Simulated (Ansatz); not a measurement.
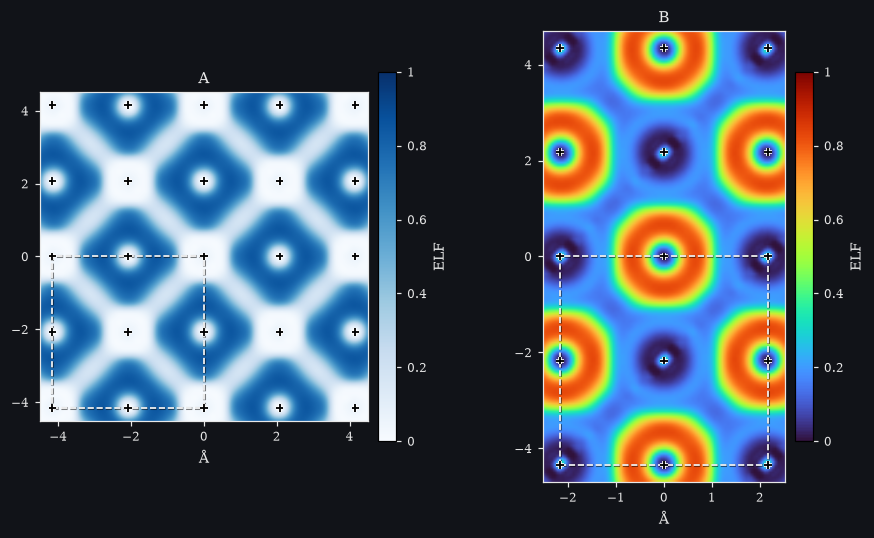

The ELF of 2 systems, each on a plane through atoms (crosses mark nuclei in the plane).

Level of theory: DFT, PBE, plane waves, PAW (Ansatz 0.2.0).

System 1: AlN, the (001) plane of the conventional cell. Space group Fm-3m; started from the rocksalt prototype, which need not be the ambient phase; changed on purpose from its base cell (hydrostatic strain +3.0%); computed pressure about −14 GPa in this cell.

```xyz
8
Lattice="4.1589 0.0000 0.0000 0.0000 4.1589 0.0000 0.0000 0.0000 4.1589" Properties=species:S:1:pos:R:3 pbc="T T T"
Al    0.0000    0.0000    0.0000
Al    2.0794    2.0794    0.0000
Al    2.0794    0.0000    2.0794
Al    0.0000    2.0794    2.0794
N     2.0794    0.0000    0.0000
N     0.0000    2.0794    0.0000
N     0.0000    0.0000    2.0794
N     2.0794    2.0794    2.0794
```

System 2: GaN, the (001) plane of the conventional cell. Space group Fm-3m; started from the rocksalt prototype, which need not be the ambient phase; changed on purpose from its base cell (hydrostatic strain +3.0%); computed pressure about −10 GPa in this cell.

Question: Which map belongs to which system?

Answer: Panel A is system 1, AlN: the plane holds Al and N. Al–N (2.08 Å): the ELF peaks at about 0.85 in the valence shell of N, 0.8 Å from its nucleus, and is about 0.80 at the midpoint. Panel B is system 2, GaN: the plane holds Ga and N. Ga–N (2.17 Å): the ELF peaks at about 0.85 in the valence shell of N, 0.7 Å from its nucleus, and is about 0.35 at the midpoint.
